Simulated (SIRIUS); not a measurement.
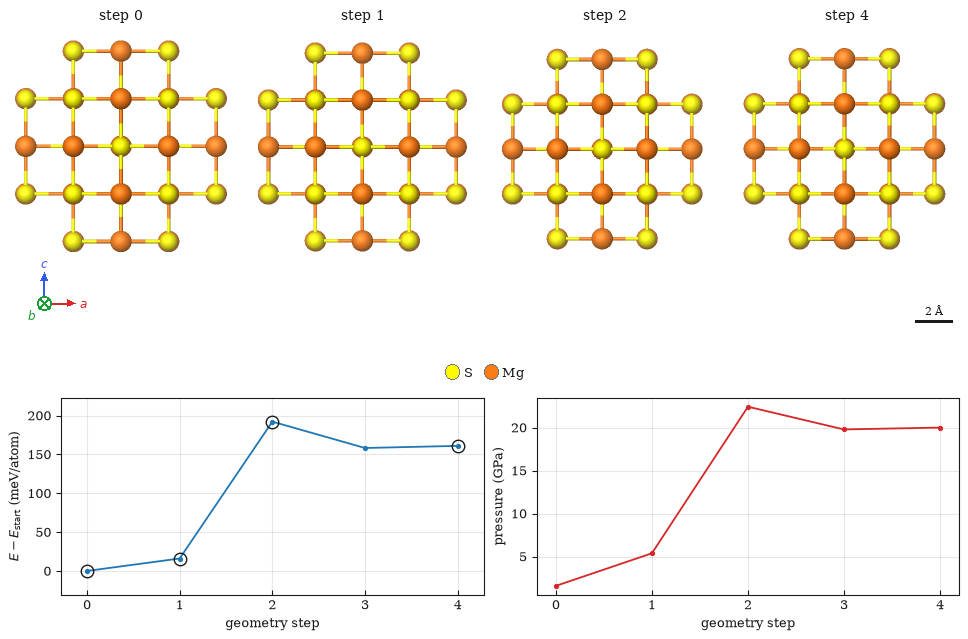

Frames of a relaxation of a crystal of MgS (set up in Fm-3m) (coarse preliminary run), marked on the history of the run. A ball-and-stick model of the conventional cell (4 times the calculation's cell), seen along the b axis. Lengths and directions refer to the drawn axes.

The run lets cell and atoms move.

Computed with Kohn-Sham DFT of a periodic cell, PBE, dojo-sr-PBE-0.4.1-standard (SIRIUS 7.10.0). Set-up: plane-wave cutoff 1152 eV; k-point mesh 4 × 4 × 4; occupations fermi-dirac; smearing width 0.05 eV; target pressure 20 GPa; optimiser BFGS; no spin polarisation.

Question: What happens along the run?

Answer: Over 4 geometry steps the energy rises by 161 meV per atom. With the target pressure of 20 GPa, the enthalpy E + pV changes by −174 meV per atom. All forces vanish by symmetry, so only the cell relaxes. Pressure: 1.59 GPa at the start and 20.00 GPa at the end. No atom moves by more than 0.005 Å relative to the cell. The drawn cell changes as follows: a = b = c 5.203 → 4.925 Å (−5.4 %); the volume changes by −15.2 %. Among the contacts that change: Mg–S 2.602 → 2.462 Å. The space group stays Fm-3m (No. 225). From step 0 to 1: volume −4.2 %, energy +16.0 meV per atom. From step 1 to 2: volume −12.9 %, energy +176 meV per atom. From step 2 to 4: volume +1.6 %, energy −31.2 meV per atom.

```csv
step,"E − E(0), meV/atom","pressure, GPa","volume, Å³/atom"
0,0.00,1.59,17.609
1,16.01,5.38,16.862
2,192.12,22.42,14.695
3,158.21,19.78,14.952
4,160.93,20.00,14.930
```
